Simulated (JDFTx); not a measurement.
# Energy of Si along an even scaling of the cell

System: Si (P6₃/mmc, 4 atoms in the cell).
Method: Kohn-Sham DFT of a periodic cell, PBEsol, PseudoDojo-SR-PBEsol-0.4.1-standard, no spin polarisation (JDFTx 1.7.0 (patched build)).

The 7 runs differ only in the geometry, by an even scaling of the cell at fixed fractional positions. The structure derives from a Materials Project entry.

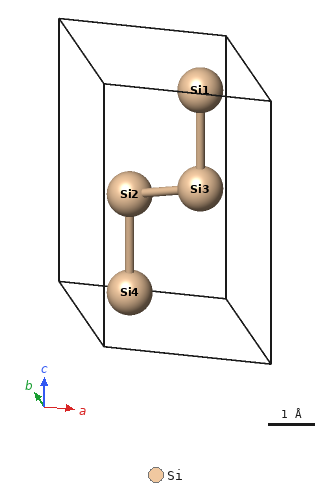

Figure 1. The structure of run 4 (ball-and-stick view of the cell of the calculation, seen at an oblique angle; atoms are numbered from 1 in the order of the input). An atom can appear more than once, as a periodic image.

## Input of run 4
```
lattice \
    7.2401406968    -3.6200703485     0.0000000000 \
    0.0000000000     6.2701457705     0.0000000000 \
    0.0000000000     0.0000000000    11.9669212312
coords-type Lattice
ion Si     0.6666666667     0.3333333333     0.9369905000 1
ion Si     0.3333333333     0.6666666667     0.4369905000 1
ion Si     0.6666666667     0.3333333333     0.5630095000 1
ion Si     0.3333333333     0.6666666667     0.0630095000 1

ion-species pseudo/Si.upf
elec-cutoff 18 144
elec-ex-corr gga-PBEsol
kpoint-folding 8 8 4
elec-smearing Fermi 0.0018374661
elec-n-bands 14
electronic-SCF nIterations 100 energyDiffThreshold 1e-09
electronic-minimize nIterations 30 energyDiffThreshold 1e-7
forces-output-coords Cartesian

dump-name run.$VAR
dump End Ecomponents EigStats BandEigs Kpoints Forces Stress
```

Command:
```bash
jdftx -c 1 -i Si.in -o Si.out
```

Run 2 differs from it as follows:
```diff
-    7.2401406968    -3.6200703485     0.0000000000 \
-    0.0000000000     6.2701457705     0.0000000000 \
-    0.0000000000     0.0000000000    11.9669212312
+    7.1422889626    -3.5711444814     0.0000000000 \
+    0.0000000000     6.1854036829     0.0000000000 \
+    0.0000000000     0.0000000000    11.8051862531
```

## Results, with one run withheld

```csv
run,volume per atom (Å³),"free energy per atom, from the lowest run given (meV)",pressure (GPa),gap on the mesh (eV)
1,18.918,18.80,5.85,0.16
2,19.321,?,?,?
3,19.723,1.00,1.35,0.26
4,20.126,0.00,−0.57,0.30
5,20.528,3.59,−2.30,0.34
6,20.931,11.30,−3.85,0.38
7,21.333,22.72,−5.25,0.42
```

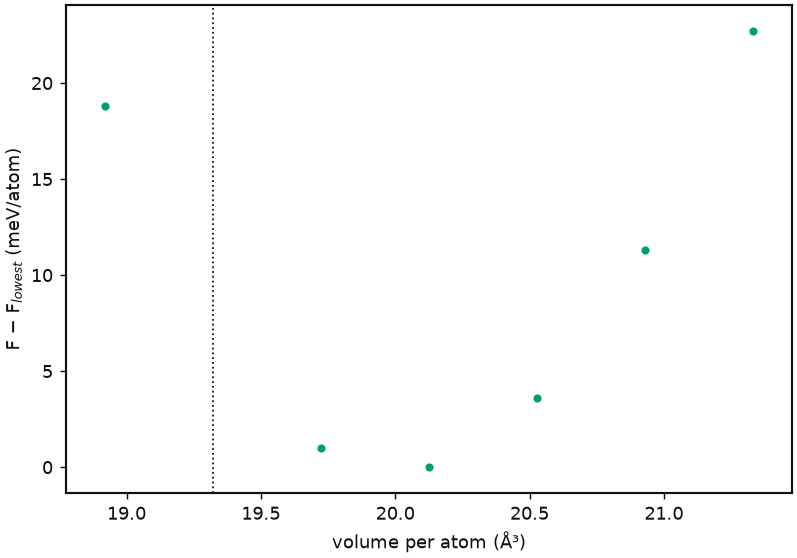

Figure 2. Free energy per atom of the runs given; the dotted line marks run 2.

What should run 2 give?

A cubic polynomial in V^(−2/3) (the Birch–Murnaghan form), fitted to the 6 runs given, misses them by at most 0.01 meV per atom. With x = V^(−2/3) − 0.13467 Å⁻², it reads F = 0.5405 − 1452.6 x + 7.1059e+05 x² + 4.821e+05 x³ (meV per atom). At run 2 it gives 7.07 meV per atom, and the run itself gives 7.07. The slope of the fit gives a pressure −dF/dV of 3.50 GPa there, and the run prints 3.49 GPa. The fit has its minimum at 20.007 Å³ per atom, where V d²F/dV² gives 93.3 GPa. Cell shape and fractional positions are held, so this is the stiffness under even scaling; the relaxed bulk modulus wasn't computed. The gap on the mesh goes, without turning, from 0.16 eV in run 1 to 0.42 eV in run 7; run 2 has 0.21 eV. These are gaps of this functional on this mesh, which can miss the band edges; they aren't the measured gap.

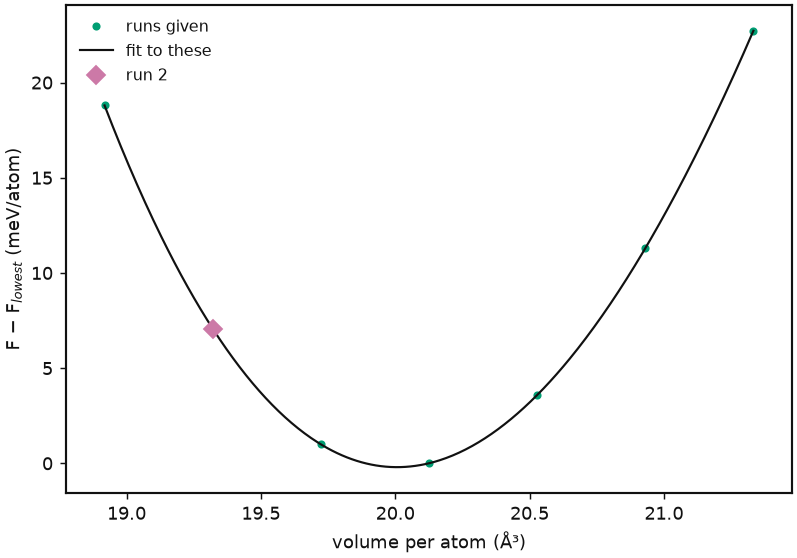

Figure 3. The fit and the withheld run.

## Some lines of the output (run 2)
```
[...]
unit cell volume = 521.529
     Etot =      -15.8613163809796163
        F =      -15.8613427360475914
	HOMO-LUMO gap: +0.007815
	Optical gap  : +0.038577 at state 0 ( [ +0.000000 +0.000000 +0.000000 ] spin 0 )
```
